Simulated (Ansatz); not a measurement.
A series of calculations on CO2

### Relaxation

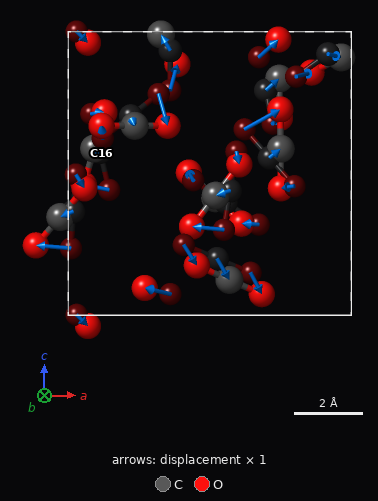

A relaxation of an amorphous cell of composition CO$_{2}$. The starting structure is drawn faded, the final one solid; blue arrows show the displacements, at their true length.

A ball-and-stick model of the cell of the calculation, seen along the b axis.

The cell holds 10 CO2. The run prepares the start of a later molecular dynamics calculation, from a guessed geometry.

All numbers below come from Ansatz, DFT PBE-D3(BJ), scalar-relativistic, plane waves, PAW.

Input
```yaml
accuracy: low
crystal:
  lattice:
    - [8.406118, 0.0, 0.0]
    - [0.0, 8.406118, 0.0]
    - [0.0, 0.0, 8.406118]
  atoms:
    - { symbol: C, position: [0.5718995, 0.641772, 0.4388194] }
    - { symbol: O, position: [0.5497354, 0.6306122, 0.3008184] }
    - { symbol: O, position: [0.5940636, 0.6529318, 0.5768203] }
    - { symbol: C, position: [0.7110298, 0.3179744, 0.5551617] }
    - { symbol: O, position: [0.6229883, 0.3609822, 0.6554566] }
    - { symbol: O, position: [0.7990713, 0.2749666, 0.4548667] }
    - { symbol: C, position: [0.0187618, 0.6137926, 0.365773] }
    - { symbol: O, position: [0.027366, 0.5628612, 0.4961264] }
    - { symbol: O, position: [0.0101575, 0.664724, 0.2354196] }
    - { symbol: C, position: [0.3607336, 0.986039, 0.9337588] }
    - { symbol: O, position: [0.3609544, 0.9860407, 1.0739729] }
    - { symbol: O, position: [0.3605128, 0.9860373, 0.7935446] }
    - { symbol: C, position: [0.5261902, 0.2955675, 0.198486] }
    - { symbol: O, position: [0.4082783, 0.2377962, 0.2476724] }
    - { symbol: O, position: [0.6441022, 0.3533388, 0.1492996] }
    - { symbol: C, position: [0.113359, 0.9231009, 0.5756152] }
    - { symbol: O, position: [0.0818831, 0.8963104, 0.7095988] }
    - { symbol: O, position: [0.144835, 0.9498913, 0.4416317] }
    - { symbol: C, position: [0.2209846, 0.3821519, 0.7023014] }
    - { symbol: O, position: [0.1224666, 0.3199041, 0.6243304] }
    - { symbol: O, position: [0.3195026, 0.4443997, 0.7802723] }
    - { symbol: C, position: [0.6979569, 0.955993, 0.7928943] }
    - { symbol: O, position: [0.6739026, 1.028979, 0.9101738] }
    - { symbol: O, position: [0.7220111, 0.8830069, 0.6756149] }
    - { symbol: C, position: [0.9175343, 0.5001996, 0.9212733] }
    - { symbol: O, position: [1.0301316, 0.4744485, 1.000764] }
    - { symbol: O, position: [0.804937, 0.5259507, 0.8417825] }
    - { symbol: C, position: [0.5570225, 0.9722336, 0.3975722] }
    - { symbol: O, position: [0.6724323, 0.9869982, 0.3193249] }
    - { symbol: O, position: [0.4416127, 0.9574691, 0.4758194] }
basis:
  ecutwfc: 420.0
kpoints:
  mp_grid: { grid: [1, 1, 1] }
hamiltonian:
  xc: pbe
  dispersion: d3bj
scf:
  occupations: { method: fermi_dirac, width: 0.05 }
  lower_state_search: "off"
relax:
  f_tol: 0.3
  max_steps: 15
  adjacent_minimum: "off"
output:
  write_density: true
  write_potential: true
  elf: true
  volumetric_format: npy
```

Command:
```bash
ansatz run input.yaml --threads 1 --pin off --max-ram 3072MiB --backend cpu --events-out ev --progress --plain --runs-dir out
```

Atoms of which element are displaced furthest, and by how much?

Oxygen: up to 1.29 Å, against 0.75 Å for carbon.

Describe the change and its energy.

The atom that moves furthest is O5 (1.29 Å along [2 −1 1]). By element the largest moves are O 1.29 Å, C 0.75 Å. The cell stays as it was. Near-neighbour distances that change, for instance: C10–O11 1.179 → 1.169 Å. The energy falls by 65.2 meV per atom in 10 accepted moves (12 points after the start). Largest force component: 1.6 eV/Å at the start, 0.039 eV/Å at the end. 2 steps only repeated the SCF at the same geometry. The forces were under the threshold at step 7, but the run went on from there.

Limits of the set-up: the program's low-accuracy preset was used; the periodic images lie only 8.4 Å apart, so the values are limited by the cell's size.

### Dynamics

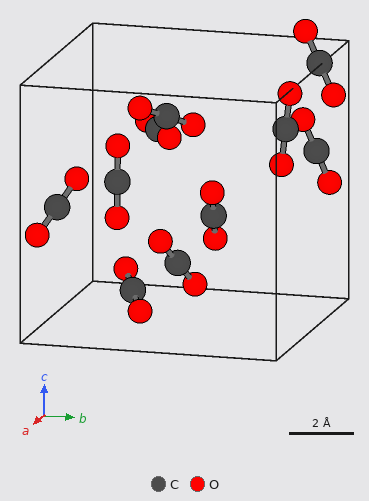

Starting frame of a dynamics run of a periodic cell with 10 CO2 at 1.23 g/cm³. The picture is a ball-and-stick view of the simulation cell, seen slightly off an axis.

Level of theory: Ansatz 0.2.0, DFT PBE-D3(BJ), scalar-relativistic, plane waves, PAW.

Input file:
```yaml
accuracy: low
crystal:
  lattice:
    - [8.406118, 0.0, 0.0]
    - [0.0, 8.406118, 0.0]
    - [0.0, 0.0, 8.406118]
  atoms:
    - { symbol: C, position: [0.52097525, 0.61981645, 0.42166652] }
    - { symbol: O, position: [0.43702403, 0.60240495, 0.31211884] }
    - { symbol: O, position: [0.60446158, 0.6382252, 0.53155939] }
    - { symbol: C, position: [0.7504478, 0.30895599, 0.58689848] }
    - { symbol: O, position: [0.74917049, 0.30990949, 0.7256578] }
    - { symbol: O, position: [0.75114419, 0.30775556, 0.44750404] }
    - { symbol: C, position: [-0.02784387, 0.60722111, 0.34591188] }
    - { symbol: O, position: [0.05767621, 0.56405547, 0.44724244] }
    - { symbol: O, position: [-0.11391661, 0.65053074, 0.24587402] }
    - { symbol: C, position: [0.32780082, 0.97897676, 0.99072299] }
    - { symbol: O, position: [0.27044638, 0.90774596, 1.09545209] }
    - { symbol: O, position: [0.38569336, 1.05001448, 0.88580262] }
    - { symbol: C, position: [0.56926687, 0.31805383, 0.12412722] }
    - { symbol: O, position: [0.4543947, 0.25795928, 0.17528946] }
    - { symbol: O, position: [0.68373705, 0.3784455, 0.07391259] }
    - { symbol: C, position: [0.09183956, 0.89982937, 0.58784945] }
    - { symbol: O, position: [0.12825802, 0.85717048, 0.71536801] }
    - { symbol: O, position: [0.05544768, 0.94077759, 0.46007171] }
    - { symbol: C, position: [0.23494846, 0.32202151, 0.66802086] }
    - { symbol: O, position: [0.11816058, 0.2463891, 0.66795882] }
    - { symbol: O, position: [0.35112192, 0.39849469, 0.66829349] }
    - { symbol: C, position: [0.74501393, 0.9647077, 0.8344881] }
    - { symbol: O, position: [0.74225346, 0.98078793, 0.97240887] }
    - { symbol: O, position: [0.74800787, 0.94925649, 0.69599045] }
    - { symbol: C, position: [0.96405701, 0.56169749, 0.90955749] }
    - { symbol: O, position: [1.06998235, 0.48760623, 0.96144179] }
    - { symbol: O, position: [0.85928349, 0.63556843, 0.85590621] }
    - { symbol: C, position: [0.51928307, 1.0078565, 0.41224429] }
    - { symbol: O, position: [0.6120735, 0.95613832, 0.32269044] }
    - { symbol: O, position: [0.42620746, 1.05810078, 0.50293517] }
basis:
  ecutwfc: 420.0
kpoints:
  mp_grid: { grid: [1, 1, 1] }
hamiltonian:
  xc: pbe
  dispersion: d3bj
scf:
  occupations: { method: fermi_dirac, width: 0.05 }
  lower_state_search: "off"
md:
  timestep: 1
  n_steps: 150
  ensemble: nvt_langevin
  temperature: 500.0
  initial_velocities: maxwell_boltzmann
  seed: 436162
  friction: 0.02
```

Run as
```bash
ansatz run input.yaml --threads 1 --pin off --max-ram 3072MiB --backend cpu --events-out ev --progress --plain --runs-dir out
```

**Predict how the run goes.**

Over the second half the temperature averages 423 K (spread ±62 K). The potential energy in the second half lies on average 36.7 meV per atom above the first frame. In the second half of the run the atoms are, in the root-mean-square, this far from where they began (common drift taken out): O 0.44 Å, C 0.30 Å. The heavy atoms stay within a fraction of a molecule's size of their starting places; so short a run doesn't tell a liquid from a solid.

Along the run (each row but the first and the last is the mean over the interval that it begins):

```csv
time (fs),potential energy (meV/atom),T (K)
0.0,0.0,483
18.0,19.8,373
36.0,29.3,325
54.0,32.2,348
72.0,30.8,370
90.0,35.3,475
108.0,38.6,434
126.0,40.7,371
144.0,43.0,453
```

The paths of the atoms:

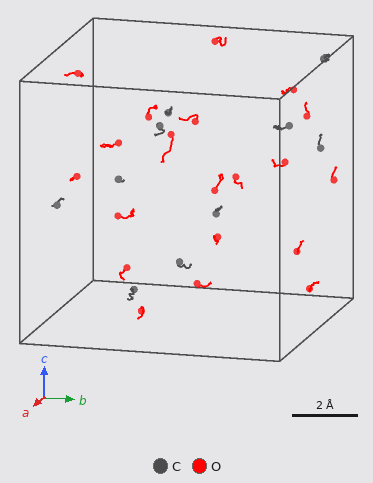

Limits of the set-up: the program's low-accuracy preset was used; the periodic images lie only 8.4 Å apart, so the values are limited by the cell's size.

The run took 7.9 min on 1 thread of Intel(R) Xeon(R) Platinum 8488C (Sapphire Rapids), on a shared host, peak memory 0.62 GiB.

### Dynamics

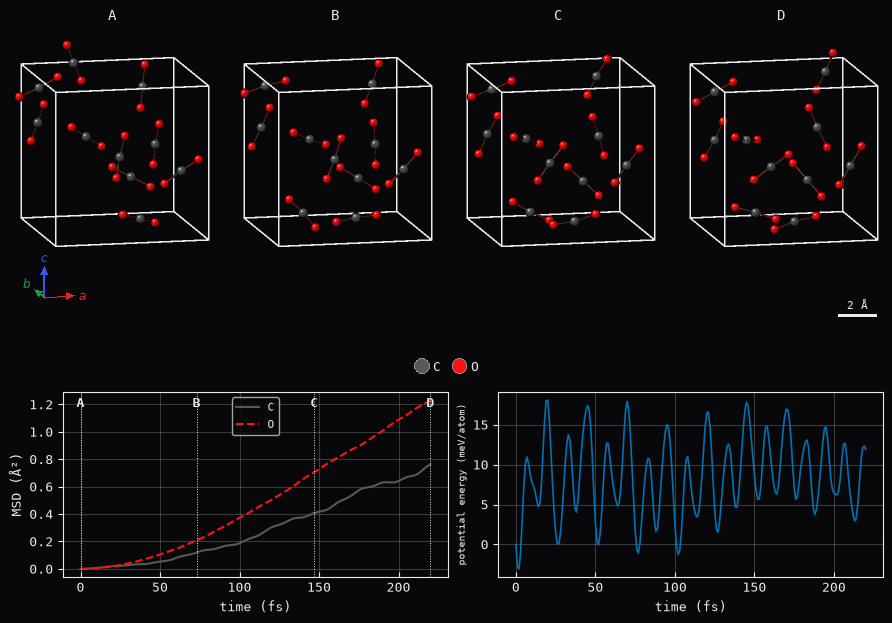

A Born-Oppenheimer molecular dynamics run of a periodic cell with 10 CO2 at 1.23 g/cm³, 220 fs long. It starts from the last geometry of an earlier run, with fresh velocities. Frames (A at 0 fs, B at 73 fs, C at 147 fs, D at 220 fs) and the history of the run. Style: ball-and-stick. Shown: the simulation cell, slightly off an axis. Atoms that leave the cell re-enter on the other side.

Method: Ansatz 0.2.0, DFT PBE-D3(BJ), scalar-relativistic, plane waves, PAW. Set-up: plane-wave cutoff 420 eV; k-point mesh 1 × 1 × 1; Fermi-Dirac smearing 0.05 eV; low-accuracy preset; constant energy (NVE); velocities drawn for 500 K; time step 1 fs.

**What happens in this trajectory?**

Root-mean-square distances from the starting positions over the second half, with the common drift of all atoms taken out: O 0.91 Å, C 0.71 Å. The heavy atoms stay within a fraction of a molecule's size of their starting places; so short a run doesn't tell a liquid from a solid. Over the second half the temperature averages 425 K (spread ±32 K). The potential energy in the second half lies on average 9.5 meV per atom above the first frame.

Limits of the set-up: the program's low-accuracy preset was used; the periodic images lie only 8.4 Å apart, so the values are limited by the cell's size.

The run took 9.8 min on 1 thread of Intel(R) Xeon(R) Platinum 8488C (Sapphire Rapids), on a shared host, peak memory 0.63 GiB.
